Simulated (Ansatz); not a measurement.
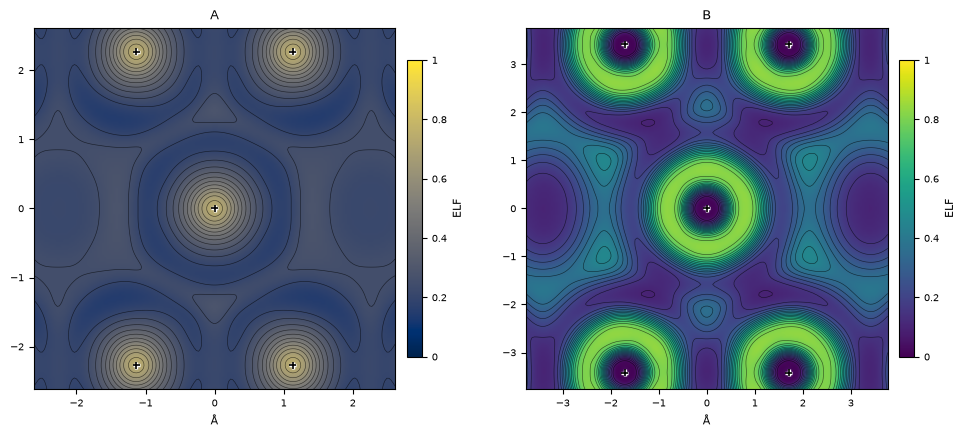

The electron localisation function of 2 systems, each on a plane through atoms (crosses mark nuclei in the plane).

Method: DFT, BLYP, plane waves (420 eV) with PAW, scalar-relativistic (Ansatz 0.2.0).

System 1: Ni, the (001) plane of the conventional cell. Space group Pm-3n; set up as Ni, A15; a generated structure, not necessarily the stable one; computed without spin polarisation.

```
Ni
1.0
     4.53696    0.00000    0.00000
     0.00000    4.53696    0.00000
     0.00000    0.00000    4.53696
Ni
8
Direct
  0.00000 0.00000 0.00000
  0.50000 0.50000 0.50000
  0.25000 0.00000 0.50000
  0.75000 0.00000 0.50000
  0.50000 0.25000 0.00000
  0.50000 0.75000 0.00000
  0.00000 0.50000 0.25000
  0.00000 0.50000 0.75000
```

System 2: La, the (001) plane of the conventional cell. Space group Pm-3n; set up as La, A15; a generated structure, not necessarily the stable one.

```xyz
8
Lattice="6.8339 0.0000 0.0000 0.0000 6.8339 0.0000 0.0000 0.0000 6.8339" Properties=species:S:1:pos:R:3 pbc="T T T"
La    0.0000    0.0000    0.0000
La    3.4170    3.4170    3.4170
La    1.7085    0.0000    3.4170
La    5.1255    0.0000    3.4170
La    3.4170    1.7085    0.0000
La    3.4170    5.1255    0.0000
La    0.0000    3.4170    1.7085
La    0.0000    3.4170    5.1255
```

Match each panel to its system.

Answer. Panel A is system 1, Ni: the plane holds Ni. Ni–Ni (2.27 Å): the ELF is about 0.20 at the midpoint (no shared electron pair shows on this line). Panel B is system 2, La: the plane holds La. La–La (3.42 Å): the ELF is about 0.10 at the midpoint; no localised pair shows between them.
